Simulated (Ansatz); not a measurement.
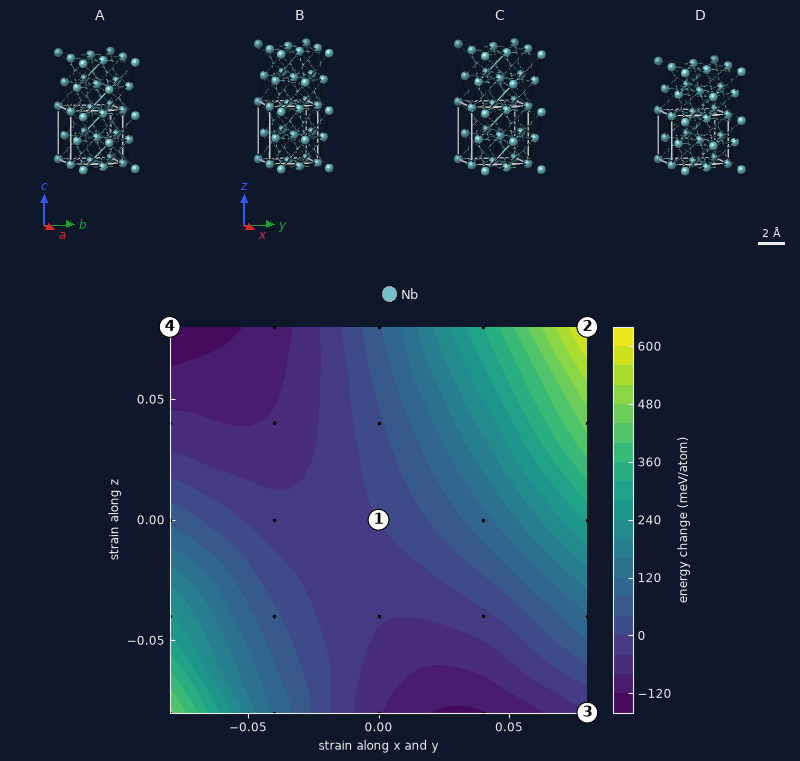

Crystalline Nb (Fm-3m): the cell is strained equally along x and y and separately along z, with the atoms kept at their fractional coordinates. x, y and z are the Cartesian axes of the input. The map is interpolated between the computed points (dots). The frames are shuffled; each belongs to one numbered point. A ball-and-stick model of the conventional cell (4 times the calculation's cell), repeated 2 × 1 × 2 with one cell outlined, seen slightly off an axis. Lengths and directions refer to the drawn axes.

Level of theory: Ansatz 0.2.0, DFT PBEsol, scalar-relativistic, plane waves, PAW. (plane-wave cutoff 420 eV; k-point mesh 20 × 20 × 20; occupations gaussian; smearing width 0.15 eV; no spin polarisation). Energies (free energies at the smearing named) are counted from the cell as listed in its source, which wasn't relaxed.

Question: Which frame belongs to which numbered point?

Answer: Point 1 is frame A, at (0.000, 0.000) and 0 meV/atom; 2 is frame C, at (0.080, 0.080) and 614 meV/atom; 3 is frame D, at (0.080, −0.080) and −47 meV/atom; 4 is frame B, at (−0.080, 0.080) and −158 meV/atom. In pairs of (strain along x and y; strain along z): the lowest computed point lies at (−0.080, 0.080) (−158 meV/atom), the highest at (0.080, 0.080) (614 meV/atom). It lies on the edge of the grid, so the true minimum may be outside the range scanned. The pressure runs from −28.4 GPa at (0.080, 0.080) to 51.8 GPa at (−0.080, −0.080).
